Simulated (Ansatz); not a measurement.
**Single-point calculation, with input and output: AlCo3**

The run: single-point calculation of AlCo3 (Pm-3m, 4 atoms in the cell). Method and program: DFT PBEsol, scalar-relativistic, plane waves, PAW, spin-polarised (Ansatz 0.2.0).

The structure derives from a Materials Project entry. It belongs to a series of runs on one base structure; here: kmesh: [4, 4, 4] Gamma-centred. Figures and captions count atoms from 1; the log counts them from 0 in places.

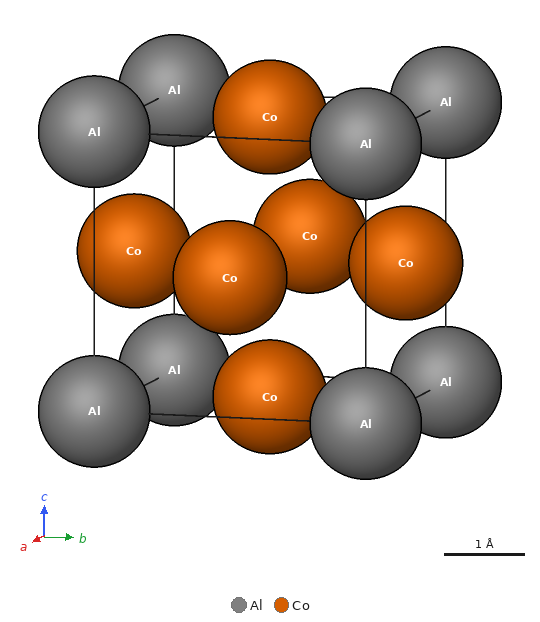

*The structure as given in the input (spheres-only view of the cell of the calculation, seen slightly off an axis). An atom can appear more than once, as a periodic image.*

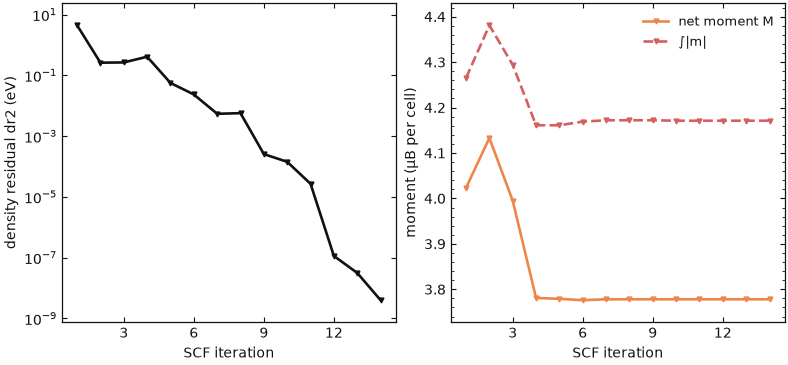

*Convergence of the self-consistent field: density residual dr2 and magnetic moment against the SCF iteration.*

The residual falls almost steadily, with no more than small rises. The net moment goes from 4.0 to 3.8 μB per cell.

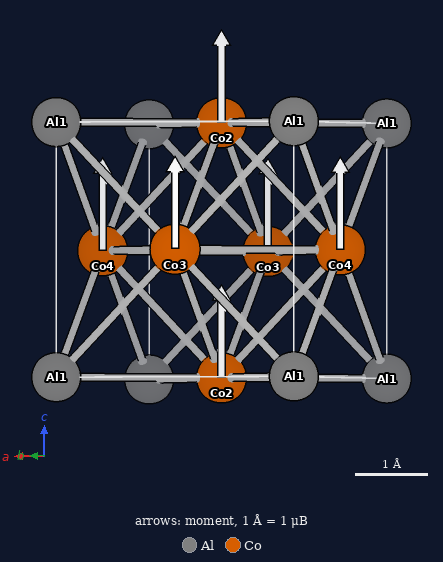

*Magnetic moments of the sites as white arrows (ball-and-stick view of the cell of the calculation, seen at an oblique angle; atoms are numbered from 1 in the order of the input); small moments hardly show. The run is collinear, so the axis drawn is arbitrary.*

Site moments: all 3 Co atoms (1.32 μB); Al1 (−0.06 μB). They are counted near the atoms and needn't add up to the moment of the cell.

These pictures come from the run below.

**Input file**
```yaml
crystal:
  lattice:
    - [3.574948, 0.0, 0.0]
    - [0.0, 3.574948, 0.0]
    - [0.0, 0.0, 3.574948]
  atoms:
    - { symbol: Al, position: [0.0, 0.0, 0.0] }
    - { symbol: Co, position: [0.5, 0.5, 0.0], spin: 1.48 }
    - { symbol: Co, position: [0.5, 0.0, 0.5], spin: 1.48 }
    - { symbol: Co, position: [0.0, 0.5, 0.5], spin: 1.48 }
basis:
  ecutwfc: 420
kpoints:
  mp_grid: { grid: [4, 4, 4] }
hamiltonian:
  xc: pbesol
scf:
  occupations: { method: gaussian, width: 0.1 }
output:
  forces: true
  stress: true
  eigenvalues: true
  populations: true
magnetization:
  spin_polarized: true
```

Launched with:
```bash
ansatz run input.yaml --threads 1 --pin off --max-ram 2560MiB --backend cpu --events-out ev --progress --plain --runs-dir out
```

**The program's output**
```
Engine: ansatz 0.2.0, x86_64-unknown-linux-gnu
Pseudopotentials: kind: paw
Pseudopotential: Al, paw, valence charge 3, recommended cutoff 420 eV (normal), Al.paw.azcp
Pseudopotential: Co, paw, valence charge 17, recommended cutoff 420 eV (normal), Co.paw.azcp
Functional definition: PBEsol
  exchange = pbesol_x
  correlation = pbesol_c
Crystal: 4 atoms, lattice volume = 45.689 Å³
Basis set: ecut = 420 eV, 895 PW (Γ), exchange–correlation on 48×48×48 points (8 copies of the dense FFT grid, shifted against one another)
Bands: 36, of which v1, the nominal top of the filled ones, is band 27 counted from 1 (26 counted from 0)
Symmetry: 48 space group operations
Space group: Pm-3m (ITA 221), of the structure as read, at distance tolerance 3.6e-5 Å
Magnetic group: BNS 221.92 (UNI 1594), of the structure as read, at distance tolerance 3.6e-5 Å
k-points: 10 of 64
Non-local potential: Al, projectors of the file, l = 0: 2, l = 1: 2, l = 2: 1
Non-local potential: Co, projectors of the file, l = 0: 3, l = 1: 2, l = 2: 3, l = 3: 1
PAW form: soft (Blöchl's): semilocal exchange-correlation on the pseudo side does not see the compensation charge
PAW frozen core: Al, regenerated for the run's functional, and the local potential with it (the file was generated under x = pbe(κ = 0.804, μ = 0.2195149727645171), c = pbe(β = 0.06672455060314922))
PAW frozen core: Co, regenerated for the run's functional, and the local potential with it (the file was generated under x = pbe(κ = 0.804, μ = 0.2195149727645171), c = pbe(β = 0.06672455060314922))
PAW one-centre angular grid: Al, 110 points (default); XC on 64 Gauss nodes
PAW one-centre angular grid: Co, 590 points (default); XC on 64 Gauss nodes
Initial density: superposition of atomic densities (chi_scale 0.1, normalization cell)
Starting moments: Σ|m| = 4.44 μB on 3 of 4 sites
Initial wavefunctions: pseudopotential atomic-orbital guess
Functional: x = pbesol(κ = 0.804, μ = 0.12345679012345678), c = pbesol(β = 0.046)
SCF iter   1: F=—  HF=-15803.404298 eV  |F-HF|=—  |Δ(HF+E_count)|=         —  Δρ=7.48e-2 (↑5.62e-2 ↓7.48e-2)  dr2=4.42e0  dr2_m=7.43e-2  M=4.023 μB ∫|m|=4.265 μB  β_m=0.30  ethr=3.10e-3  ⟨swp⟩=6.0  Hψ=2646  notcnv=0  defer=8
Mixer restart at iter 1: flushing history
preconditioner: auto → Kerker (q_TF=auto, 2.805 Å⁻¹)  [metal: Δε(μ)=0.027 eV  Ē_g=7.468 eV  σ=0.100 eV  W_gap=0.15  n_scr=18 (ndim 8)  ℏωp=30.1 eV  f_vac=0.000  D(μ)=7.58/eV (n_scr^D=122)]
spin=Collinear: Kerker preconditioning applied to the charge; magnetization (m = ρ↑ − ρ↓) channel mixes plain (no charge-response kernel on spin).
SCF iter   2: F=—  HF=-15801.769122 eV  |F-HF|=—  |Δ(HF+E_count)|=    1.64e0  Δρ=2.41e-2 (↑1.37e-2 ↓2.41e-2)  dr2=2.60e-1  dr2_m=9.96e-2  M=4.133 μB ∫|m|=4.381 μB  β_m=0.33  ethr=3.10e-3  ⟨swp⟩=2.1  Hψ=1275  notcnv=0  defer=44
SCF iter   3: F=—  HF=-15802.619249 eV  |F-HF|=—  |Δ(HF+E_count)|=   8.50e-1  Δρ=1.57e-2 (↑1.57e-2 ↓1.12e-2)  dr2=2.65e-1  dr2_m=2.53e-2  M=3.995 μB ∫|m|=4.294 μB  β_m=0.56  ethr=4.81e-4  ⟨swp⟩=2.0  Hψ=848  notcnv=0  defer=44
SCF iter   4: F=—  HF=-15803.868303 eV  |F-HF|=—  |Δ(HF+E_count)|=    1.25e0  Δρ=1.68e-2 (↑1.33e-2 ↓1.68e-2)  dr2=4.08e-1  dr2_m=6.40e-3  M=3.781 μB ∫|m|=4.161 μB  β_m=0.40  ethr=4.81e-4  ⟨swp⟩=2.0  Hψ=1120  notcnv=0  defer=44
SCF iter   5: F=—  HF=-15804.101600 eV  |F-HF|=—  |Δ(HF+E_count)|=   2.33e-1  Δρ=7.00e-3 (↑4.10e-3 ↓7.00e-3)  dr2=5.60e-2  dr2_m=5.13e-3  M=3.779 μB ∫|m|=4.161 μB  β_m=0.89  ethr=4.81e-4  ⟨swp⟩=2.3  Hψ=1274  notcnv=0  defer=46
SCF iter   6: F=—  HF=-15804.194489 eV  |F-HF|=—  |Δ(HF+E_count)|=         —  Δρ=4.93e-3 (↑4.27e-3 ↓4.93e-3)  dr2=2.34e-2  dr2_m=1.73e-4  M=3.776 μB ∫|m|=4.169 μB  β_m=0.89  ethr=1.04e-4  ⟨swp⟩=2.0  Hψ=1178  notcnv=0  defer=47
Mixer restart at iter 6: flushing history
SCF iter   7: F=—  HF=-15804.211798 eV  |F-HF|=—  |Δ(HF+E_count)|=   1.73e-2  Δρ=3.40e-3 (↑3.40e-3 ↓2.64e-3)  dr2=5.41e-3  dr2_m=8.93e-5  M=3.778 μB ∫|m|=4.172 μB  β_m=0.75  ethr=4.33e-5  ⟨swp⟩=2.9  Hψ=1517  notcnv=0  defer=47
SCF iter   8: F=—  HF=-15804.207358 eV  |F-HF|=—  |Δ(HF+E_count)|=   4.44e-3  Δρ=2.07e-3 (↑2.00e-3 ↓2.07e-3)  dr2=5.67e-3  dr2_m=6.99e-6  M=3.778 μB ∫|m|=4.172 μB  β_m=0.70  ethr=1.00e-5  ⟨swp⟩=2.0  Hψ=1385  notcnv=0  defer=47
SCF iter   9: F=—  HF=-15804.206863 eV  |F-HF|=—  |Δ(HF+E_count)|=   4.94e-4  Δρ=3.73e-4 (↑3.35e-4 ↓3.73e-4)  dr2=2.55e-4  dr2_m=2.90e-6  M=3.778 μB ∫|m|=4.172 μB  β_m=0.85  ethr=1.00e-5  ⟨swp⟩=2.1  Hψ=914  notcnv=0  defer=47
SCF iter  10: F=—  HF=-15804.206858 eV  |F-HF|=—  |Δ(HF+E_count)|=   5.41e-6  Δρ=2.88e-4 (↑2.88e-4 ↓2.84e-4)  dr2=1.42e-4  dr2_m=7.90e-7  M=3.778 μB ∫|m|=4.171 μB  β_m=0.79  ethr=4.73e-7  ⟨swp⟩=1.0  Hψ=720  notcnv=0  defer=47
SCF iter  11: F=—  HF=-15804.206838 eV  |F-HF|=—  |Δ(HF+E_count)|=   2.05e-5  Δρ=1.36e-4 (↑1.36e-4 ↓1.36e-4)  dr2=2.68e-5  dr2_m=2.05e-7  M=3.778 μB ∫|m|=4.171 μB  β_m=0.90  ethr=2.62e-7  ⟨swp⟩=1.1  Hψ=730  notcnv=0  defer=47
SCF iter  12: F=—  HF=-15804.206826 eV  |F-HF|=—  |Δ(HF+E_count)|=   1.14e-5  Δρ=1.92e-5 (↑5.99e-6 ↓1.92e-5)  dr2=1.13e-7  dr2_m=3.96e-8  M=3.778 μB ∫|m|=4.171 μB  β_m=0.95  ethr=4.96e-8  ⟨swp⟩=2.0  Hψ=953  notcnv=0  defer=47
SCF iter  13: F=—  HF=-15804.206826 eV  |F-HF|=—  |Δ(HF+E_count)|=   2.27e-9  Δρ=4.43e-6 (↑4.43e-6 ↓4.05e-6)  dr2=3.13e-8  dr2_m=2.77e-10  M=3.778 μB ∫|m|=4.171 μB  β_m=0.93  ethr=2.09e-10  ⟨swp⟩=2.1  Hψ=1095  notcnv=0  defer=47
SCF iter  14: F=-15804.206826 eV  HF=-15804.206826 eV  |F-HF|=3.27e-9  |Δ(HF+E_count)|=   1.30e-9  Δρ=1.69e-6 (↑1.63e-6 ↓1.69e-6)  dr2=3.96e-9  dr2_m=1.05e-11  M=3.778 μB ∫|m|=4.171 μB  ethr=5.80e-11  ⟨swp⟩=7.4  Hψ=3070  notcnv=0
SCF 1 converged in 14 iterations: F = -15804.206826 eV  dr2 = 3.96e-9
  greatest PAW one-centre occupation: 1.001 electrons in one spin orbital (limit 2), on the Co atom at site 3 (counted from 0), in its partial waves of l = 1
SCF converged after 14 iterations
Magnetization: 3.7783 μB (28.8892 up, 25.1108 down)
Absolute magnetization: 4.1708 μB (∫|ρ↑−ρ↓|, with the PAW one-centre terms)
Spin contamination: 0.0525 ħ² per cell (⟨S²⟩ above its minimum at these occupations)
Per-site moments (μB) at R_I (Å): [(-0.061433401078178, 1.0427463639405803), (1.3212172142351903, 1.0427463639405803), (1.3212172142351888, 1.0427463639405803), (1.32121721423519, 1.0427463639405803)]
Free energy (F): -15804.206826 eV
Harris-Foulkes:  -15804.206826 eV  (|F-HF|=3.27e-9)
Internal energy: -15804.172259 eV  (E = F + TS)
E sigma→0 (E₀):  -15804.189542 eV
Entropy (-TS):   -0.034567 eV (-8.642 meV/atom)
Fermi energy:    15.898205 eV
--- Per-component energies (eV) ---
  E_band       = -829.078457
  E_kinetic    = 1388.569958
  E_local      = -10026.943222  (includes V_loc(G=0)·N_el)
  E_nonlocal   = 1379.814858
  E_hartree    = 4270.952465
  E_xc         = -513.757193
  E_vxc        = -644.102383  (∫ρ·V_xc dr)
  E_paw        = -4904.453144  (= ΣΔE_a)
  E_vpaw       = -1468.330803  (= ΣTr[D̂ρ^β])
  E_aug_tail   = 0.000166  (compensation charges beyond the density's cutoff)
  E_ewald      = -7398.940542
  E_core_change = 0.584397  (= ΣΔE_core)
  E_smearing   = -0.034567  (= −TS)
  E_closure    = -0.000000  (closes the sum)
  Σ components = -15804.206826   (vs F -15804.206826, Δ=0.00e0)
--- Forces (eV/Å), atoms counted from 1 ---
  atom   1  Al    -0.00000000     0.00000000     0.00000000
  atom   2  Co     0.00000000    -0.00000000    -0.00000000
  atom   3  Co     0.00000000    -0.00000000    -0.00000000
  atom   4  Co     0.00000000     0.00000000    -0.00000000
  max |Σ_I F_I| component: 1.58e-28 eV/Å
--- Stress (GPa, compression-positive) ---
       -7.575790       0.000000       0.000000
       -0.000000      -7.575790       0.000000
        0.000000       0.000000      -7.575790
  P = ⅓ Tr σ = -7.5758 GPa (-75.758 kbar)
--- Band table (eV; the first three rows and the last of 20) ---
  k-point 0 ↑: bands = ["-79.4612", "-79.4163", "-79.4163", "-43.0126", "-43.0126", "-43.0126", "-42.7592", "-42.7592", "-42.7592", "-42.7498", "-42.7498", "-42.7498", "5.8742", "10.8459", "11.8357", "11.8357", "12.1767", "12.1767", "12.1767", "14.2598", "14.2598", "14.2598", "14.8092", "14.8092", "15.4748", "15.7110", "15.7110", "15.7110", "16.6496", "16.6496", "16.6496", "22.5473", "22.5473", "23.0419", "27.7571", "27.7571"]
  k-point 1 ↑: bands = ["-79.4554", "-79.4220", "-79.4163", "-43.0036", "-43.0036", "-42.9964", "-42.7686", "-42.7649", "-42.7649", "-42.7602", "-42.7530", "-42.7530", "6.6264", "10.9167", "11.4895", "12.3033", "12.3199", "12.3199", "12.3467", "13.8947", "13.8947", "14.0687", "14.3980", "14.7942", "14.8311", "14.8483", "14.8483", "15.1883", "15.7116", "18.4340", "18.4340", "22.4469", "23.0201", "25.0586", "25.0586", "25.5836"]
  k-point 2 ↑: bands = ["-79.4461", "-79.4312", "-79.4163", "-42.9940", "-42.9940", "-42.9770", "-42.7906", "-42.7735", "-42.7735", "-42.7613", "-42.7540", "-42.7540", "8.3781", "9.1055", "11.7625", "12.5220", "12.5220", "12.5665", "12.9932", "13.5177", "13.5177", "13.8276", "13.8467", "14.1430", "14.4421", "14.4421", "14.5115", "14.9483", "15.7122", "21.3761", "21.3761", "21.4112", "21.4112", "22.3106", "23.4952", "24.4569"]
  k-point 9 ↓: bands = ["-77.8750", "-77.8750", "-77.8750", "-41.4850", "-41.4118", "-41.4118", "-41.4118", "-41.2413", "-41.2413", "-41.2413", "-41.2335", "-41.2335", "10.2737", "12.2882", "12.2882", "12.2882", "13.7616", "13.7616", "13.7616", "14.6982", "14.6982", "14.6982", "15.5533", "15.5533", "15.5533", "15.5864", "15.8482", "15.8482", "16.8881", "16.8881", "16.8881", "20.0257", "20.8553", "20.8553", "20.8553", "33.6590"]
--- Löwdin populations: 4 sites ---
  site symbol       q [e]    m [muB]
     0     Al      3.5839    -0.1313
     1     Co     16.6164     1.3249
     2     Co     16.6164     1.3249
     3     Co     16.6164     1.3249
  spilling = 0.010499 (of n_electrons = 54.000000)
```

**File populations.tsv**
```
# site	symbol	l	j	q_up	q_dn
# orbitals = lowdin
# n_electrons = 54.000000
# spilling = 0.010499
0	Al	0_3S	-	0.573265	0.548682
0	Al	1_3P	-	1.153019	1.308951
1	Co	0_3S	-	0.986747	0.987384
1	Co	0_4S	-	0.366146	0.373411
1	Co	1_3P	-	2.997050	2.997095
1	Co	2_3D	-	4.620715	3.287839
2	Co	0_3S	-	0.986747	0.987384
2	Co	0_4S	-	0.366146	0.373411
2	Co	1_3P	-	2.997050	2.997095
2	Co	2_3D	-	4.620715	3.287839
3	Co	0_3S	-	0.986747	0.987384
3	Co	0_4S	-	0.366146	0.373411
3	Co	1_3P	-	2.997050	2.997095
3	Co	2_3D	-	4.620715	3.287839
```

**Results in brief**

```json
{"quantity": "outcome", "value": "converged"}
{"quantity": "space group (tolerance 0.01 Å)", "value": "Pm-3m (221)"}
{"quantity": "electrons treated", "value": "54"}
{"quantity": "free energy", "value": "−15804.2068 eV"}
{"quantity": "Fermi energy", "value": "15.898 eV"}
{"quantity": "gap on the k-point mesh", "value": "none (metallic)"}
{"quantity": "net moment of the cell", "value": "3.78 μB"}
{"quantity": "integrated absolute moment", "value": "4.17 μB"}
{"quantity": "pressure", "value": "−7.58 GPa"}
{"quantity": "largest force (length of the vector)", "value": "under 0.001 eV/Å"}
{"quantity": "hardware", "value": "1 thread of Intel Xeon @ 2.50GHz (Skylake/Cascade Lake), 189 GiB of memory available, shared host"}
{"quantity": "wall time", "value": "8.8 s"}
{"quantity": "peak memory", "value": "0.37 GiB"}
```

**Remarks**

The cell is under a tension of 7.6 GPa at this level, so it is not at its equilibrium volume.
